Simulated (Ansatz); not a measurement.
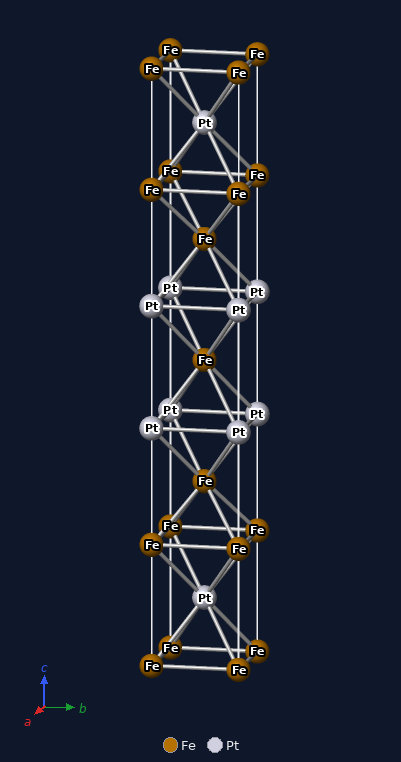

The crystal in a ball-and-stick representation, seen slightly off an axis. The frame is the conventional unit cell; atoms at its boundary are shown with their periodic copies. Cell: a = 2.71 Å, b = 2.71 Å, c = 18.63 Å, α = 90.00°, β = 90.00°, γ = 90.00°.

Origin of the cell: a structure type filled with these elements by a generator (whether the compound takes this form wasn't checked). Earlier steps of the study, as a rule a relaxation of our own, may have changed the cell and positions, so they can lie some per cent off the listed ones. A calculation with Ansatz used it as input.

What structure is drawn here?

Answer. Its composition is Fe3Pt2. It is body-centred tetragonal, space group I4/mmm (No. 139). Counting shared atoms by their share gives 6 Fe, 4 Pt, or 10 atoms. The coordination shell of Pt holds eight Fe and four Pt in a cuboctahedral arrangement (about 2.7 Å to Fe, 2.7 Å to Pt). Fe takes two kinds of site: 2a with eight Pt and four Fe in a cuboctahedral arrangement (about 2.7 Å to Pt, 2.7 Å to Fe); 4e with eight Fe and four Pt in a cuboctahedral arrangement (about 2.6 to 2.7 Å to Fe, 2.7 Å to Pt). The bonds build a three-dimensional framework.

Electronic-structure method: DFT PBE, scalar-relativistic, plane waves, PAW (Ansatz 0.2.0). Parameters: plane waves to 420 eV, k-points about 0.16 Å⁻¹ apart, Gaussian smearing of 0.1 eV, collinear spins.

Which atoms carry magnetic moments in this run, and how do they order?

Answer. The state reached is ferromagnetic. Sizes: Fe 2.9 to 3.0 μB and Pt 0.4 μB; net moment 9.3 μB in the run's cell of 5 atoms.

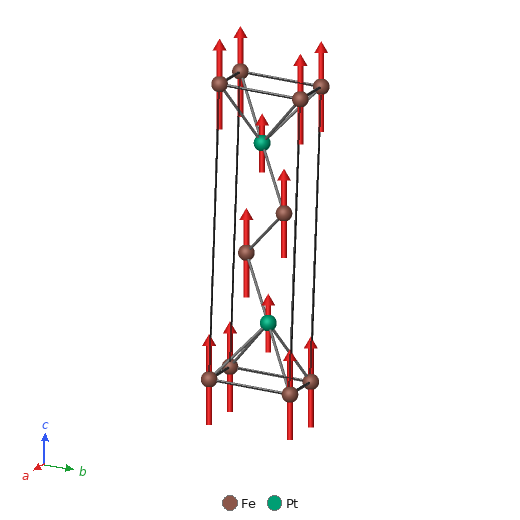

Site moments above 0.25 μB as arrows, small induced ones on non-metal atoms left out (red along the largest or up, blue against, purple across). The run's cell of 5 atoms is drawn in a reduced setting, so axes and origin can differ from the first picture.

How large a gap does the method give, if there is one?

Answer. A metal: bands cross the Fermi level.

What net charge does each kind of atom have (Bader)?

Answer. Fe +0.33 to +0.65 e; Pt -0.66 e.

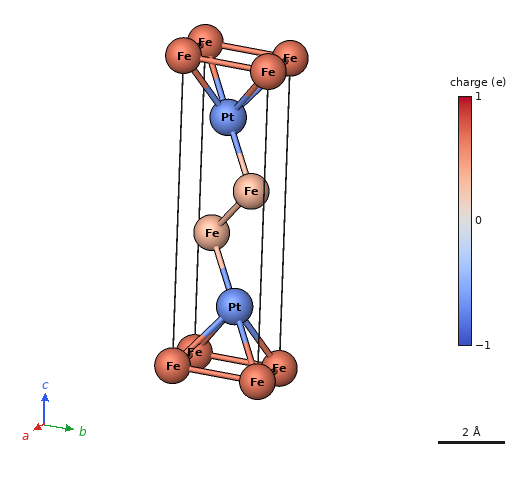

The atoms coloured by those charges. The run's cell of 5 atoms is drawn in a reduced setting, so axes and origin can differ from the first picture.

Is the structure in equilibrium?

Answer. Yes. The largest force is 0.01 eV/Å. The pressure is 0.0 GPa, close to zero.
